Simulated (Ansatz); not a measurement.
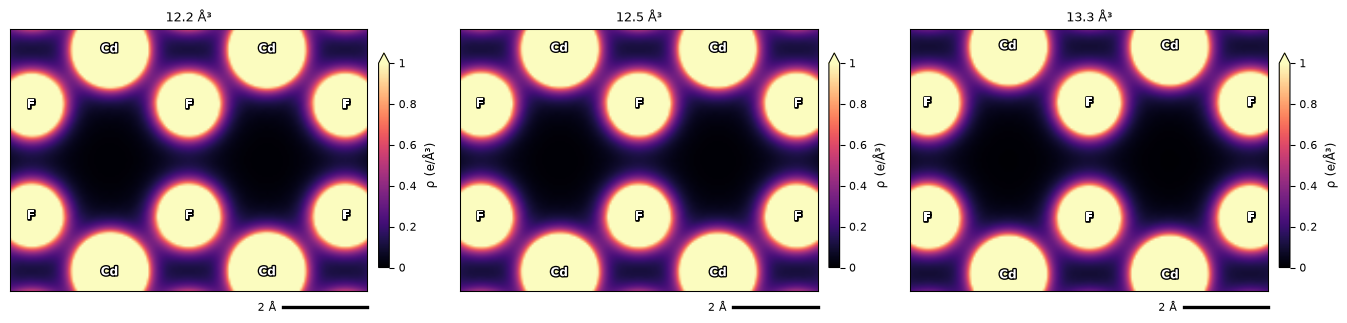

CdF$_{2}$. The valence charge density (pseudo) of cells scaled evenly to different volumes (given per atom above each panel), on the (011̄) plane of each (indices in the axes of the cell below), at one length scale and on one colour scale.

Level of theory: Ansatz 0.2.0, Kohn-Sham DFT of a periodic cell, LDA, Ansatz PAW.

In a PAW calculation such maps are meaningful between the atoms, not at the nuclei.

The largest cell:

```cif
data_structure
_symmetry_space_group_name_H-M 'P 1'
_symmetry_Int_Tables_number 1
_cell_length_a 3.8846
_cell_length_b 3.8846
_cell_length_c 3.8846
_cell_angle_alpha 60.000
_cell_angle_beta 60.000
_cell_angle_gamma 60.000
_cell_volume 41.45
loop_
_atom_site_label
_atom_site_type_symbol
_atom_site_fract_x
_atom_site_fract_y
_atom_site_fract_z
_atom_site_occupancy
Cd1 Cd 0.00000 0.00000 0.00000 1
F1 F 0.75000 0.75000 0.75000 1
F2 F 0.25000 0.25000 0.25000 1
```

| volume (Å³/atom) | Cd–F contact in the plane (Å) | ρ at its midpoint (e/Å³) | pressure (GPa) | gap on the mesh (eV) | 
| --- | --- | --- | --- | --- |
| 12.25 | 2.285 | 0.368 | 1.4 | 3.06 | 
| 12.51 | 2.302 | 0.354 | −1.2 | 2.99 | 
| 13.30 | 2.349 | 0.316 | −7.6 | 2.77 | 
| 13.56 | 2.364 | ? | ? | ? | 
| 13.82 | 2.379 | 0.294 | −10.6 | 2.64 | 

**Estimate the missing row, and compare with the calculation.**

Over the known rows ln ρ falls by 2.40 per Å of Cd–F distance (a least-squares line), which gives 0.305 e/Å³ at 2.364 Å; the calculation gives 0.305 e/Å³. For the pressure, a straight line in volume between the neighbouring rows gives −9.1 GPa; the calculation gives −9.2. For the gap on the mesh, a straight line in volume between the neighbouring rows gives 2.71 eV; the calculation gives 2.70.
